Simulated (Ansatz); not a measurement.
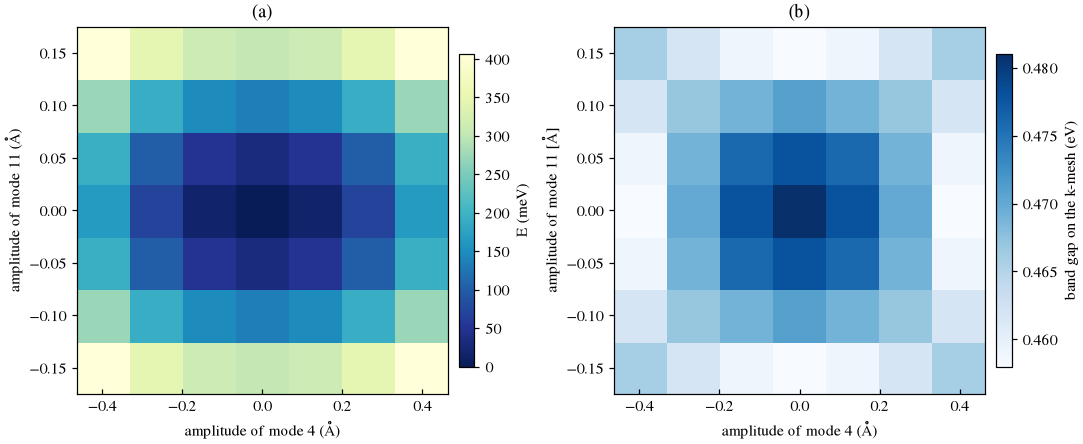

CdSe (F-43m, No. 216; 4 atoms in the cell). 
- The energy is mapped over two normal modes frozen in (zone-centre modes of the 4-atom cell of this scan, which folds in the wave vector (0, 1/2, 1/2) of the primitive cell).
- The first coordinate is: amplitude of mode 4 (41 cm⁻¹), largest displacement; the second: amplitude of mode 11 (182 cm⁻¹), largest displacement.
- Nothing is relaxed (the cell and all other modes fixed).
- The scan uses a 7 × 7 grid; 16 points were computed and 33 follow by symmetry.
- Points are written as (first, second).
- Energies: meV per cell, counted from the lowest grid point.
- Level of theory: Ansatz 0.2.0, DFT PBEsol, scalar-relativistic, plane waves, PAW. Settings: cutoff 420 eV, k-mesh 8×8×6 in the order of the run's cell vectors, gaussian smearing 0.05 eV, no spin polarisation.

Panel (a) is the energy and panel (b) the computed band gap on the k-mesh on the same grid.

The picture shows one coloured cell a grid point.

Q: How does the band gap on the k-mesh vary over the map, and what is it at the lowest grid point?

A: It runs from 0.46 eV at (−0.397 Å, 0.00 Å) to 0.48 eV at (0.000 Å, 0.00 Å). At the lowest grid point, (0.000 Å, 0.00 Å), it is 0.48 eV.

```tsv
second ↓, first →	−0.397	−0.265	−0.132	0.000	0.132	0.265	0.397
0.15	0.47	0.46	0.46	0.46	0.46	0.46	0.47
0.10	0.46	0.47	0.47	0.47	0.47	0.47	0.46
0.05	0.46	0.47	0.48	0.48	0.48	0.47	0.46
0.00	0.46	0.47	0.48	0.48	0.48	0.47	0.46
−0.05	0.46	0.47	0.48	0.48	0.48	0.47	0.46
−0.10	0.46	0.47	0.47	0.47	0.47	0.47	0.46
−0.15	0.47	0.46	0.46	0.46	0.46	0.46	0.47
```
